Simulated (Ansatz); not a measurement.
The Ansatz input:

```
crystal:
  lattice:
    - [5.4721979601, 0.0, 0.0]
    - [-1.8240659867, 5.1592377141, 0.0]
    - [0.0, 0.0, 23.7020463869]
  atoms:
    - { symbol: W, position: [0.25, 0.25, 0.3586188239] }
    - { symbol: W, position: [0.25, 0.75, 0.3586188239] }
    - { symbol: W, position: [0.75, 0.25, 0.3586188239] }
    - { symbol: W, position: [0.75, 0.75, 0.3586188239] }
    - { symbol: W, position: [0.5, 0.5, 0.4528729413] }
    - { symbol: W, position: [0.5, 0.0, 0.4528729413] }
    - { symbol: W, position: [0.0, 0.5, 0.4528729413] }
    - { symbol: W, position: [0.0, 0.0, 0.4528729413] }
    - { symbol: W, position: [0.75, 0.75, 0.5471270587] }
    - { symbol: W, position: [0.75, 0.25, 0.5471270587] }
    - { symbol: W, position: [0.25, 0.75, 0.5471270587] }
    - { symbol: W, position: [0.25, 0.25, 0.5471270587] }
    - { symbol: W, position: [0.0, 0.0, 0.6413811761] }
    - { symbol: W, position: [0.0, 0.5, 0.6413811761] }
    - { symbol: W, position: [0.5, 0.0, 0.6413811761] }
    - { symbol: W, position: [0.5, 0.5, 0.6413811761] }
basis:
  ecutwfc: 420
kpoints:
  mp_grid: { grid: [6, 6, 1] }
hamiltonian:
  xc: pbe
  dispersion: d3bj
scf:
  occupations: { method: gaussian, width: 0.1 }
output:
  forces: true
  eigenvalues: true
  write_density: true
  write_potential: true
  elf: true
  volumetric_format: npy
relax:
  adjacent_minimum: "off"
  f_tol: 0.03
  max_steps: 70
  constraints: [{ sites: [0, 1, 2, 3, 4, 5, 6, 7] }]
efield:
  axis: 3
  dipole_correction: true
  ramp_width: 0.04
```

Launched with:
```bash
ansatz run input.yaml --threads 2 --pin off --max-ram 5120MiB --backend cpu --events-out ev --progress --plain --runs-dir out
```

What does the potential across the slab give for the work function?

The work function is 4.82 eV at the right face and 4.90 eV at the left. The vacuum levels differ by 0.08 eV, so the slab carries a dipole along its normal. Some atoms were held fixed in the relaxation, which can itself make the faces differ. The outermost atoms are 6.7 Å apart, which leaves 17.0 Å of vacuum in a cell 23.7 Å high.

Spin-orbit coupling is left out, which matters for W.

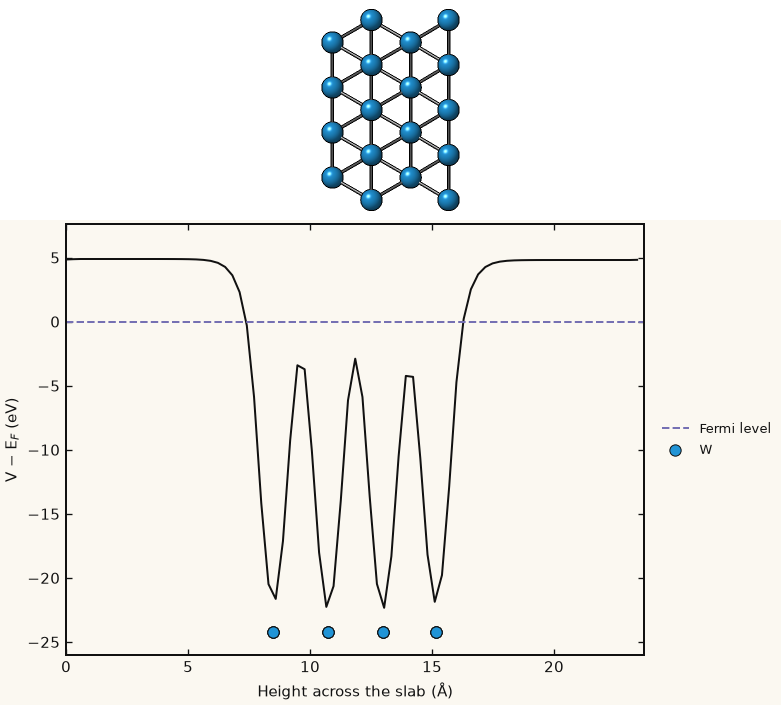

Plane-averaged electrostatic potential energy of an electron across the slab; circles at the bottom mark the heights of the atoms (positions after relaxation). The structure is drawn too.
